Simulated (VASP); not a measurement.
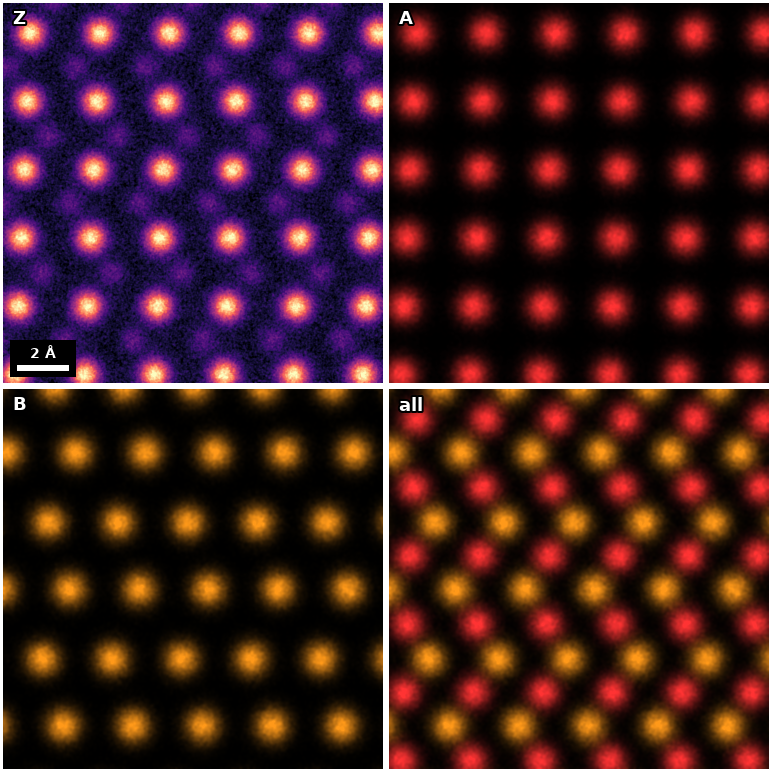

FeO (C2/m, No. 12) along [010]. Panel Z: Simulated incoherent Z contrast: every atom adds Z^1.8 spread by a probe of 0.76 Å full width; channelling and multiple scattering are left out. The probe carries 25 % of its weight in a tail 2.5 times as wide. The display is stretched by a gamma of 0.65; percentages refer to the linear signal. Shot noise was added. The other panels are simulated element maps (the number of atoms of one element along the beam, blurred by 1.0 Å, with counting noise; each on its own scale, no channelling); the last overlays them. Structure: a cell listed in the Materials Project, as set up for an electronic-structure calculation.

```
CELL_PARAMETERS angstrom
5.36472 0.00000 0.00000
0.00000 3.04886 0.00000
-0.23431 0.00000 5.26945
ATOMIC_POSITIONS crystal
Fe 0.00000 0.00000 0.50000
Fe 0.00000 0.00000 0.00000
O 0.83547 0.50000 0.74430
O 0.66453 0.00000 0.25570
Fe 0.50000 0.50000 0.50000
Fe 0.50000 0.50000 0.00000
O 0.33547 0.00000 0.74430
O 0.16453 0.50000 0.25570
```

### Which element does each lettered map show?

A: Fe, B: O. The projected cell (2.68 × 5.27 Å, 93°) holds 4 columns: 2 of Fe and 2 of O. No column is shared by two of the mapped elements.
